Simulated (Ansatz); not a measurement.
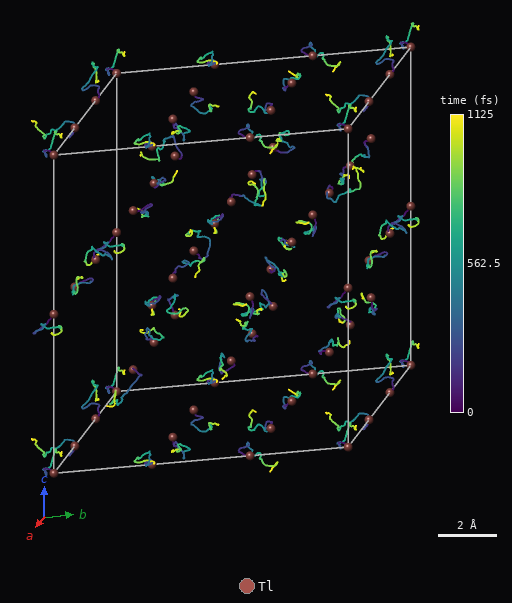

A Born-Oppenheimer molecular dynamics run of a 36-atom cell of Tl, 1.12 ps long. The cell was cut from the hcp crystal. Lines trace each atom's path, coloured by time; spheres stand at the starting positions. Seen slightly off an axis in the simulation cell.

Level of theory: Ansatz, DFT PBE, scalar-relativistic, plane waves, PAW. Set-up: plane-wave cutoff 420 eV; k-point mesh 1 × 1 × 1; Fermi-Dirac smearing 0.11 eV; volume 1.1 times that of the relaxed crystal; Langevin thermostat (NVT); set temperature 1300 K; time step 4.5 fs; friction 0.02 per fs.

Question: How do the atoms move?

Answer: In the second half of the run the atoms are, in the root-mean-square, this far from where they began (common drift taken out): Tl 0.83 Å. The potential energy sinks well below that of the force-free first frame, so the starting arrangement isn't stable at these settings: the atoms shift into a lower-energy one. With so coarse a k-point mesh for this cell that can be an artefact of the sampling. The mean temperature in the second half is 1331 K (standard deviation 203 K). The potential energy in the second half lies on average 66.8 meV per atom below the first frame.

Limits of the set-up: the k-point mesh is coarse for a cell with partly filled bands.
